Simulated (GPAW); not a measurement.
# zinc-blende (GaAs)₁₋ₓ(AlAs)ₓ at x = 0: the As K absorption edge

What does the As K edge look like in zinc-blende (GaAs)₁₋ₓ(AlAs)ₓ at x = 0?

Program: GPAW 26.7.0. Level of theory: X-ray absorption from dipole matrix elements to empty bands, plane-wave PAW LDA. Results are calculated unless marked as measured.

## (1) Set-up

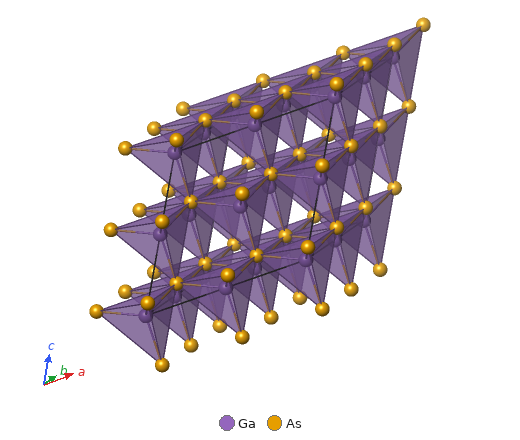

The starting structure, seen slightly off an axis (gallium purple, arsenic orange). Some periodic images of atoms are drawn too.

Coordinates:

```cif
data_structure
_symmetry_space_group_name_H-M 'F-43m'
_symmetry_Int_Tables_number 216
_cell_length_a 5.6530
_cell_length_b 5.6530
_cell_length_c 5.6530
_cell_angle_alpha 90.000
_cell_angle_beta 90.000
_cell_angle_gamma 90.000
_cell_volume 180.65
loop_
_atom_site_label
_atom_site_type_symbol
_atom_site_symmetry_multiplicity
_atom_site_Wyckoff_symbol
_atom_site_fract_x
_atom_site_fract_y
_atom_site_fract_z
_atom_site_occupancy
Ga1 Ga 4 a 0.00000 0.00000 0.00000 1
As1 As 4 c 0.25000 0.75000 0.75000 1
```

## (2) The field without a hole

A plain self-consistent run shows whether there is a gap, which decides the set-up of the core-hole run.

The input, scf.py:

```python
import numpy as np
from ase import Atoms
from ase.parallel import parprint, paropen
from gpaw import GPAW, PW, FermiDirac, Mixer, MixerDif, setup_paths
from gpaw.test import gen
setup_paths.insert(0, '.')
gen('As', name='nch1s', xcname='LDA', corehole=(1, 0, 0), write_xml=True)
from gpaw.mpi import world
world.barrier()

atoms = Atoms('GaAsGaAsGaAsGaAsGaAsGaAsGaAsGaAs',
    cell=[[0, 5.653, 5.653],
     [5.653, 0, 5.653],
     [5.653, 5.653, 0]],
    scaled_positions=[[0, 0, 0],
     [0.125, 0.125, 0.125],
     [0, 0, 0.5],
     [0.125, 0.125, 0.625],
     [0, 0.5, 0],
     [0.125, 0.625, 0.125],
     [1, 0.5, 0.5],
     [0.125, 0.625, 0.625],
     [0.5, 0, 0],
     [0.625, 0.125, 0.125],
     [0.5, 1, 0.5],
     [0.625, 0.125, 0.625],
     [0.5, 0.5, 0],
     [0.625, 0.625, 0.125],
     [0.5, 0.5, 0.5],
     [0.625, 0.625, 0.625]],
    pbc=True)
atoms.calc = calc = GPAW(legacy_gpaw=True, mode=PW(400, force_complex_dtype=True), xc='LDA', setups={1: 'nch1s'},
    kpts={'size': (4, 4, 4), 'gamma': True}, occupations=FermiDirac(0.05),
    charge=0, mixer=Mixer(0.1, 5, 50), maxiter=150,
    convergence={'density': 0.0001, 'eigenstates': 1e-6}, txt='scf.txt')
energy = atoms.get_potential_energy() + calc.get_reference_energy()
ef = calc.get_fermi_level()
out = dict(energy=energy, fermi=ef, forces=atoms.get_forces().tolist())
parprint(f'all-electron energy {energy:.4f} eV, Fermi level {ef:.4f} eV')
ev = np.array([[calc.get_eigenvalues(k, s) for k in range(len(calc.get_ibz_k_points()))] for s in range(calc.get_number_of_spins())])
out['homo'], out['lumo'], out['counts'] = ev[ev < ef].max(), ev[ev > ef].min(), sorted(set((ev < ef).sum((0, 2)).tolist()))
out['filled'] = (ev[:, 0] < ef).sum(1).tolist()
import json
with paropen('out.json', 'w') as f:
    json.dump(out, f)
```

Command:

```console
$ OMP_NUM_THREADS=1 mpirun -n 4 gpaw python scf.py
```

Numbers of over 12 decimals in the logs are rounded to 6 here.

Log:

```text
Input parameters:
  convergence: {density: 0.0001,
                eigenstates: 1e-06}
  kpts: {gamma: True,
         size: (4, 4, 4)}
  maxiter: 150
  mixer: {backend: pulay,
          beta: 0.1,
          method: separate,
          nmaxold: 5,
          weight: 50}
  mode: {ecut: 400.0,
         force_complex_dtype: True,
         name: pw}
  occupations: {fixmagmom: False,
                name: fermi-dirac,
                width: 0.05}
  setups: {1: nch1s}

Initialize ...

[... PAW data sets ...]

Reference energy: -913823.711405  # eV

Spin-paired calculation

[... convergence settings ...]
Symmetries present (total): 6
  [... symmetry matrices ...]

64 k-points: 4 x 4 x 4 Monkhorst-Pack grid + [1/8,1/8,1/8]
13 k-points in the irreducible part of the Brillouin zone
       k-points in crystal coordinates                weights
   0:     0.00000000    0.00000000    0.00000000          1/64
   1:     0.25000000    0.00000000   -0.25000000          6/64
   2:     0.25000000    0.00000000    0.00000000          6/64
   3:     0.25000000    0.25000000   -0.25000000          6/64
   4:     0.25000000    0.25000000    0.00000000          6/64
   5:     0.25000000    0.25000000    0.25000000          2/64
   6:     0.50000000    0.00000000    0.00000000          3/64
   7:     0.50000000    0.25000000   -0.25000000          6/64
   8:     0.50000000    0.25000000    0.00000000         12/64
   9:     0.50000000    0.25000000    0.25000000          6/64
          ...
  12:     0.50000000    0.50000000    0.50000000          1/64

Wave functions: Plane wave expansion
  Cutoff energy: 400.000 eV
  Number of coefficients (min, max): 6486, 6620
  Pulay-stress correction: 0.000000 eV/Ang^3 (de/decut=0.000000)
  Using FFTW library
  Wavefunction extrapolation:
    Improved wavefunction reuse through dual PAW basis

Occupation numbers: Fermi-Dirac:
  width: 0.0500  # eV

Eigensolver
   Davidson(niter=2)

Densities:
  Coarse grid: 40*40*40 grid
  Fine grid: 80*80*80 grid
  Total Charge: 0.000000

Density mixing:
  Method: separate
  Backend: pulay
  Linear mixing parameter: 0.1
  old densities: 5
  Width of damping distribution: 1.1
  Damping of long wavelength oscillations: 50

[... Hamiltonian set-up ...]
Number of atoms: 16
Number of atomic orbitals: 64
Number of bands in calculation: 43
Number of valence electrons: 64
Bands to converge: occupied

... initialized

Initializing position-dependent things.

Density initialized from atomic densities
Creating initial wave functions:
  43 bands from LCAO basis set

                           Ga
                                Ga
                             As

                    As
                         Ga
                      As
                Ga
             As             As
                   As
         Ga
                    As
              Ga
            As
                Ga
       Ga

Atomic positions and initial magnetic moments

Positions:
   0 Ga     0.000000    0.000000    0.000000    ( 0.0000,  0.0000,  0.0000)
   1 As     1.413250    1.413250    1.413250    ( 0.0000,  0.0000,  0.0000)
   2 Ga     2.826500    2.826500    0.000000    ( 0.0000,  0.0000,  0.0000)
   3 As     4.239750    4.239750    1.413250    ( 0.0000,  0.0000,  0.0000)
   4 Ga     2.826500    0.000000    2.826500    ( 0.0000,  0.0000,  0.0000)
   5 As     4.239750    1.413250    4.239750    ( 0.0000,  0.0000,  0.0000)
   6 Ga     5.653000    8.479500    8.479500    ( 0.0000,  0.0000,  0.0000)
[...]
13 As     4.239750    4.239750    7.066250    ( 0.0000,  0.0000,  0.0000)
  14 Ga     5.653000    5.653000    5.653000    ( 0.0000,  0.0000,  0.0000)
  15 As     7.066250    7.066250    7.066250    ( 0.0000,  0.0000,  0.0000)

Unit cell:
           periodic     x           y           z      points  spacing
  1. axis:    yes    0.000000    5.653000    5.653000    40     0.1632
  2. axis:    yes    5.653000    0.000000    5.653000    40     0.1632
  3. axis:    yes    5.653000    5.653000    0.000000    40     0.1632

  Lengths:   7.994549   7.994549   7.994549
  Angles:   60.000000  60.000000  60.000000

Effective grid spacing dv^(1/3) = 0.1781

iter:   1   -77.948505
iter:   2   -77.628027   -2.36  -0.87
iter:   3   -76.977837   -1.66  -0.92
iter:   4   -76.931986   -3.28  -1.43
iter:   5   -76.908568   -2.35  -1.53
iter:   6   -76.871588   -3.26  -1.81
iter:   7   -76.880784   -3.41  -2.29
iter:   8   -76.868380c  -3.76  -2.07
iter:   9   -76.868464c  -4.78  -3.25
iter:  10   -76.868501c  -5.67  -3.39
iter:  11   -76.868479c  -6.83c -3.21
iter:  12   -76.868434c  -6.12c -3.28
iter:  13   -76.868433c  -7.10c -4.08c

Converged after 13 iterations.

Dipole moment: (-27.415159, -27.415159, -27.415159) |e|*Ang

Energy contributions relative to reference atoms: (reference = -913823.711405)

Kinetic:       +211.399890
Potential:     -188.762325
External:        +0.000000
XC:             -99.673031
Entropy (-ST):   -0.000675
Local:           +0.167370
SIC:             +0.000000
--------------------------
Free energy:    -76.868771
Extrapolated:   -76.868433

Showing only first 2 kpts
 Kpt  Band  Eigenvalues  Occupancy
  0    30      4.61455    1.97185
  0    31      4.61455    1.97185
  0    32      4.97992    0.08974
  0    33      5.50874    0.00000

  1    30      3.23748    2.00000
  1    31      4.33664    1.99989
  1    32      6.49103    0.00000
  1    33      6.79639    0.00000

Fermi level: 4.82702

Gap: 0.365 eV
Transition (v -> c):
  (s=0, k=0, n=31, [0.00, 0.00, 0.00]) -> (s=0, k=0, n=32, [0.00, 0.00, 0.00])
No difference between direct/indirect transitions

Forces in eV/Ang:
  0 Ga   -0.00000   -0.00000   -0.00000
  1 As   -0.00003   -0.00003   -0.00003
  2 Ga    0.00006    0.00006    0.00002
  3 As    0.00005    0.00005   -0.00006
  4 Ga    0.00006    0.00002    0.00006
  5 As    0.00005   -0.00006    0.00005
  6 Ga   -0.00000    0.00002    0.00002
[...]
13 As    0.00003    0.00003   -0.00005
 14 Ga    0.00005    0.00005    0.00005
 15 As   -0.00002   -0.00002   -0.00002
Scalar-relativistic atomic LDA calculation for As (Arsenic, Z=33)
Core hole in 1s state (1s occupation: 2.0)
600 radial gridpoints.
|------------------------------------------------|
|------------------------------------------------|
[... the atom generator's iteration count ...]

Energy contributions:
-------------------------
Kinetic:    +2298.810624
XC:           -80.495842
Potential:  -4475.454781
-------------------------
Total:      -2257.139999

state      eigenvalue         ekin         rmax
-----------------------------------------------
1s^2.0 :  -429.649646   549.714764        0.030
2s^2.0 :   -54.524652   106.313752        0.170
2p^6.0 :   -47.885737   103.662753        0.136
3s^2.0 :    -6.960589    24.669262        0.522
3p^6.0 :    -4.903404    22.221985        0.521
3d^10.0:    -1.502997    17.049353        0.475
4s^2.0 :    -0.539904     3.098002        1.606
4p^3.0 :    -0.196323     1.805704        1.971
-----------------------------------------------
(units: Bohr and Hartree)

Generating PAW setup
Kinetic energy of the core from tauc = 2313.918695
Cutoffs:
rc(s)=2.000
rc(p)=2.000
rc(d)=2.000
rc(vbar)=1.800
rc(comp)=2.000
rc(nct)=2.000

Kinetic energy of the core states: 2287.197508
Charge: 0.0
Core electrons: 28.0
Valence electrons: 5.0
Pseudo-core charge: 1.220635
Shape function alpha=2.500
Pseudo-electron charge 6.693983
state    eigenvalue         norm
--------------------------------
4s(2) :    -0.539904     1.201804
*s    :     0.460096
4p(3) :    -0.196323     1.023247
*p    :     0.803677
*d    :     0.000000
--------------------------------

Diagonalizing with gridspacing h=0.050

state   all-electron     PAW
-------------------------------
4s:      -0.539904    -0.540221
4p:      -0.196323    -0.196570
*d:                    0.036990
*f:                    0.071517
-------------------------------
all-electron energy -913900.5798 eV, Fermi level 4.8270 eV
```

It took 26 s on 4 MPI ranks of AMD EPYC 7B13 (Zen 3), shared host; peak memory 0.32 GiB; 1.7 min of CPU time.

The mesh shows a gap of 0.37 eV. The excited electron is kept all the same, so that all members of the series, with or without a gap, are treated alike.

## (3) Cell without a hole, the energy reference

The photon energy needs a difference of total energies, so the cell and mesh of the coming hole run are first run without a hole.

Changes to scf.py since step 2:

```diff
@@ -20,3 +20,3 @@
      [0.125, 0.625, 0.125],
-     [1, 0.5, 0.5],
+     [0, 0.5, 0.5],
      [0.125, 0.625, 0.625],
@@ -24,3 +24,3 @@
      [0.625, 0.125, 0.125],
-     [0.5, 1, 0.5],
+     [0.5, 0, 0.5],
      [0.625, 0.125, 0.625],
@@ -32,3 +32,3 @@
 atoms.calc = calc = GPAW(legacy_gpaw=True, mode=PW(400, force_complex_dtype=True), xc='LDA', setups={1: 'nch1s'},
-    kpts={'size': (4, 4, 4), 'gamma': True}, occupations=FermiDirac(0.05),
+    kpts={'size': (3, 3, 3), 'gamma': True}, occupations=FermiDirac(0.02),
     charge=0, mixer=Mixer(0.1, 5, 50), maxiter=150,
```

Log:

```text
Input parameters:
  convergence: {density: 0.0001,
                eigenstates: 1e-06}
  kpts: {gamma: True,
         size: (3, 3, 3)}
  maxiter: 150
  mixer: {backend: pulay,
          beta: 0.1,
          method: separate,
          nmaxold: 5,
          weight: 50}
  mode: {ecut: 400.0,
         force_complex_dtype: True,
         name: pw}
  occupations: {fixmagmom: False,
                name: fermi-dirac,
[...]
4s(2) :    -0.539904     1.201804
*s    :     0.460096
4p(3) :    -0.196323     1.023247
*p    :     0.803677
*d    :     0.000000
--------------------------------

Diagonalizing with gridspacing h=0.050

state   all-electron     PAW
-------------------------------
4s:      -0.539904    -0.540221
4p:      -0.196323    -0.196570
*d:                    0.036990
*f:                    0.071517
-------------------------------
all-electron energy -913900.4039 eV, Fermi level 4.8147 eV
[key lines of the parts left out:]
Converged after 13 iterations.
Dipole moment: (-27.365631, -27.365631, -27.365631) |e|*Ang
Free energy:    -76.692459
Fermi level: 4.81468
```

Elapsed: 14 s, on 4 MPI ranks; peak memory 0.25 GiB.

Reference energy: -913900.404 eV with the cores included.

[end of part 1 of 2]

[Banner, clock and machine lines of the logs are left out without a mark of their own.]

[Logs are printed without paths, hosts, clocks, repeated set-up lines and the standing remarks that a program may print on its own settings, such as how far it seeks lower states.]

[Hosts, paths, dates, database ids (printed as entryN), source tags and the programs' standing remarks are cut or masked in the printed files.]

[Lists of maxima count a maximum above −3 eV only where it reaches 4 % of the highest in the window and stands out from its surroundings by 2 % of it (1.5 % where it reaches 55 %); shoulders and weaker maxima are passed over, and of the rest the first, up to two pre-edge ones and the few strongest are named.]
